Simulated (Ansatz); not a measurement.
**LiF: densities and their changes**

Space group P6_3mc. The cell comes from a database of computed structures, not from a measurement.

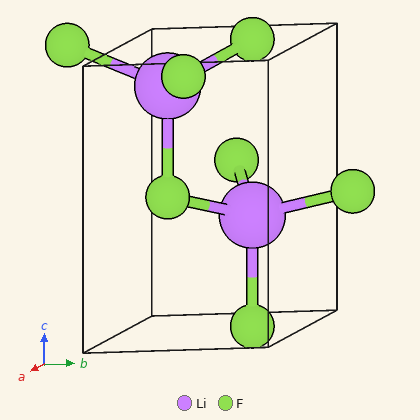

The conventional cell.

Input

```
crystal:
  lattice:
    - [3.0609398175, 0.0, 0.0]
    - [-1.5304699087, 2.6508516414, 0.0]
    - [0.0, 0.0, 4.80732457]
  atoms:
    - { symbol: Li, position: [0.33333333, 0.66666667, 0.38115426] }
    - { symbol: Li, position: [0.66666667, 0.33333333, 0.88115426] }
    - { symbol: F, position: [0.33333333, 0.66666667, 0.99384374] }
    - { symbol: F, position: [0.66666667, 0.33333333, 0.49384374] }
basis:
  ecutwfc: 420
  fft_grid_basis: typed
kpoints:
  mp_grid: { grid: [12, 12, 6] }
hamiltonian:
  xc: pbesol
  pseudopotentials: { kind: paw }
scf:
  occupations: { method: gaussian, width: 0.05 }
output:
  forces: true
  stress: true
  eigenvalues: true
  bader: true
  write_density: true
  volumetric_format: npy
  elf: true
```

Launched as:

```sh
ansatz run input.yaml --threads 1 --pin off --max-ram 2560MiB --backend cpu --events-out ev --progress --plain --runs-dir out
```

The picture shows the conventional cell (a = 3.06 Å, b = 3.06 Å, c = 4.81 Å, α = 90.00°, β = 90.00°, γ = 120.00°).

All numbers below come from Ansatz, DFT PBEsol, scalar-relativistic, plane waves, PAW.

Core electrons are frozen (PAW), so the maps are meaningful between the atoms, not at the nuclei.

### 1. Bonding charge

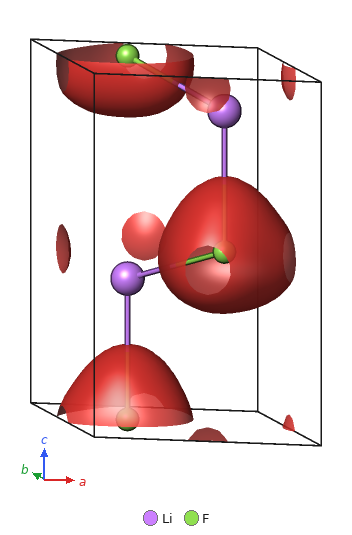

Bonding charge density, ρ(crystal) − Σ ρ(neutral atoms): red surfaces at +0.05, none at −0.05 e/Å³, in the conventional cell seen slightly off an axis (the regions close to the nuclei are left out). Cores are masked to 0.8 Å (Li) and 0.6 Å (F).

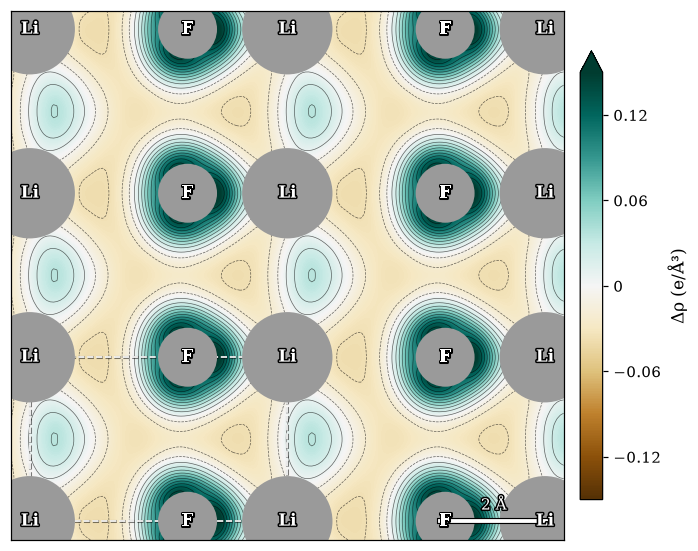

Also shown: a map on the (11̄0) plane of the conventional cell, with grey discs over the atomic cores.

Where does charge go when the atoms form this crystal?

Answer. F–Li (1.85 Å): Δρ is +0.07 e/Å³ at the midpoint (close to a masked core, so read it with care). Li–Li (2.98 Å): Δρ is about zero at the midpoint. Over the whole cell, outside the masked cores, the largest gain lies at the edge of the masked core of F, and the largest loss, 0.04 e/Å³, lies 1.8 Å from a lithium nucleus and 2.1 Å from a fluorine one. In all about 0.17 e an atom is rearranged against the free atoms. Bader charges: Li +0.89 and F −0.89 e.

### 2. Change of volume

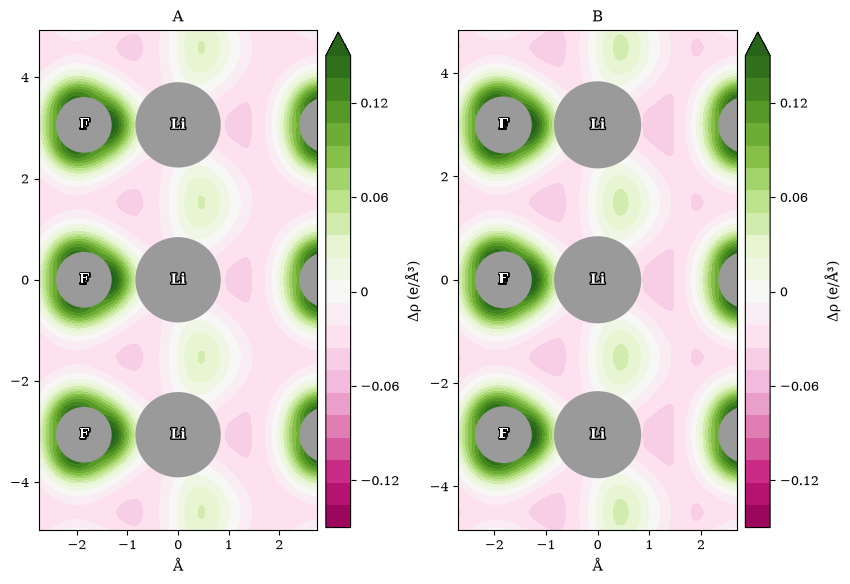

LiF: deformation density on the (11̄0) plane of the conventional cell at two volumes, with the same fractional coordinates and one colour scale. Grey discs cover the cores. Panel B has 94 % of the volume of panel A.

How do bonds, bonding charge and pressure respond to this change of volume?

Answer. The pressure is 1.4 GPa in A and 5.6 GPa in B. Bader charges stay at Li +0.89 and F −0.89 e. The rearranged charge is 0.17 e an atom in A and 0.17 e in B.

### 3. Moving an atom

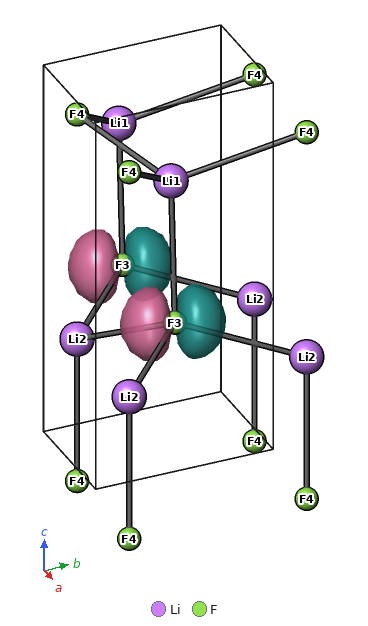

LiF: one atom of the 4-atom cell (and its periodic copies) was moved a little. Density after less density before, teal at +0.4 and pink at −0.4 e/Å³, seen slightly off an axis; cell a = 3.06 Å, b = 3.06 Å, c = 4.81 Å, α = 90.00°, β = 90.00°, γ = 120.00°. The lobes lie largely inside the PAW sphere, where the density is a smoothed one.

Which atom moved, and which way?

Answer. F3 moved towards the teal lobe, to the right in the picture. In the run the shift was 0.05 Å along [1 2 0] in the axes of the cell drawn.

How much does the computed force on the atom change?

Answer. The force on it changes by 0.24 eV/Å along the move, against it: a stiffness of about 4.8 eV/Å² for this sublattice shift.

### 4. Putting it together

Charge passes from Li (Pauling electronegativity 0.98) to F (3.98), the direction that the scale predicts; the Bader charges fall short of whole formal charges, as they usually do. The two pressures give a mean stiffness −ΔP/Δln V of about 68 GPa over this range, with the atoms held at their fractional positions.
